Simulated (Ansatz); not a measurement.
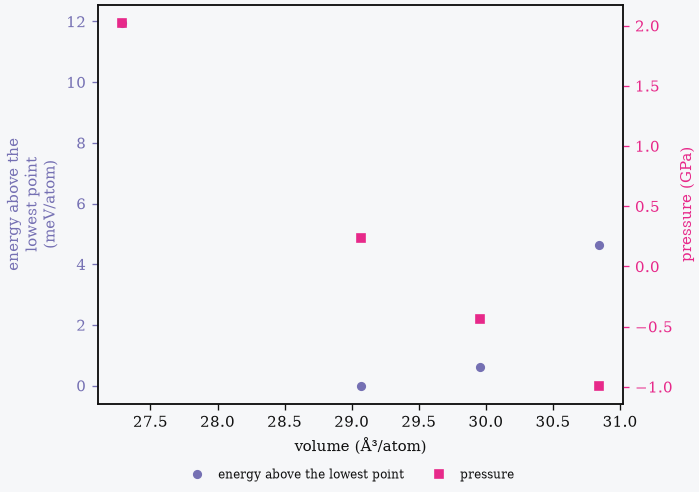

The picture above shows the energy above the lowest point and pressure against volume for TlCl, space group Pm-3m (No. 221) (one of a set of cubic test structures, which need not be the stable phase).

Calculation (Ansatz 0.2.0 development build): equation of state of a cubic crystal from periodic Kohn-Sham density functional theory without spin, third-order Birch-Murnaghan fit to the free energies; pressure corrected for the finite basis. Level: HSE06, no spin-orbit coupling.

- structure type: CsCl
- atoms in cell: 2
- space group number: 221
- lattice centring: simple cubic
- k mesh: 4×4×4
- occupation method: Fermi–Dirac
- occupation width: 0.05 eV
- wave cutoff: 420 eV
- datasets: soft-1 PAW
- density tolerance: 0 eV
- bands: 14
- density cutoff ratio: 4
- search for lower states: default
- exchange singularity: Wigner-Seitz

The point at volume 28.18 Å³/atom is left out of the plot. What does the calculation give there?

```tsv
volume (Å³/atom)	energy above the lowest point (meV/atom)	pressure (GPa)
28.18	3.5	1.048
```

Keep in mind: modest k-mesh, values are not fully converged in k; no spin-orbit coupling with 6p elements.
